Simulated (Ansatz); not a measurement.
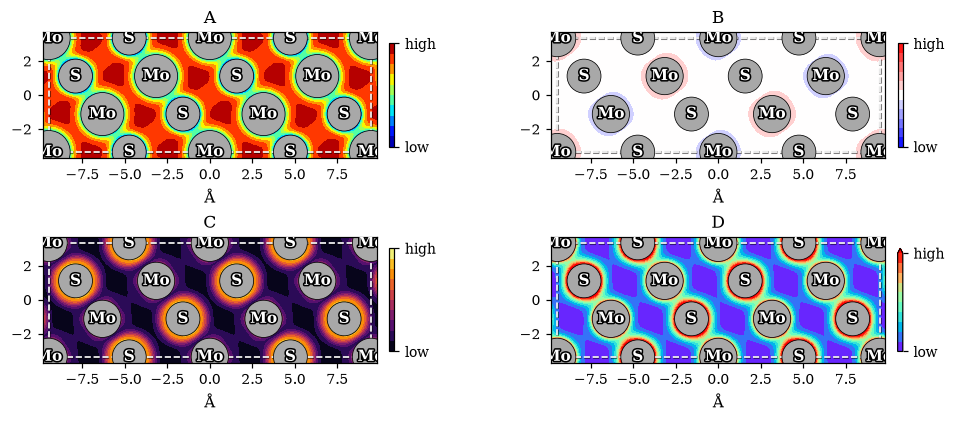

MoS: 4 fields on the (110) plane of the cell of the magnetic structure, with unlabelled colour scales. Grey discs cover the atomic cores.

Space group Fm-3m; started from the rock salt prototype, which need not be the ambient phase; computed pressure about −3 GPa in this cell; the SCF solution may not be the lowest one; Hubbard U of 4.38 eV on Mo d only; the program warned that a lower state may break the symmetry and another magnetic order may lie lower; spin-polarised.

All numbers below come from DFT PBE+U, scalar-relativistic, plane waves, PAW (Ansatz).

```xyz
12
Lattice="2.7373 0.0000 2.7373 -2.7373 2.7373 0.0000 -10.9493 -10.9493 10.9493" Properties=species:S:1:pos:R:3 pbc="T T T"
Mo    0.0000    0.0000    0.0000
Mo   -2.7373   -2.7373    5.4746
Mo   -8.2120   -5.4747    8.2120
S    -2.7373   -2.7373    2.7373
S    -5.4746   -5.4746    8.2119
S   -10.9493   -8.2120   10.9493
Mo   -2.7374    0.0000    2.7373
Mo   -5.4746   -5.4746    5.4746
Mo   -8.2119   -8.2119   10.9493
S     0.0001    0.0000    2.7373
S    -5.4747   -2.7373    5.4747
S    -8.2120   -8.2120    8.2120
```

Match the panels to the quantities (electron localisation function, electrostatic potential energy of an electron, spin density and valence pseudo-density).

Answer. Panel A: electrostatic potential energy of an electron (low next to the atoms, rising into the space between them). Panel B: spin density (confined to the magnetic sites and close to zero elsewhere). Panel C: electron localisation function. Panel D: valence pseudo-density. From the grid: Mo–S (2.74 Å): ρ at the midpoint is about 0.3 e/Å³; the ELF peaks at about 0.85 in the valence shell of S, 0.8 Å from its nucleus, and drops to about 0.15 between the two atoms.
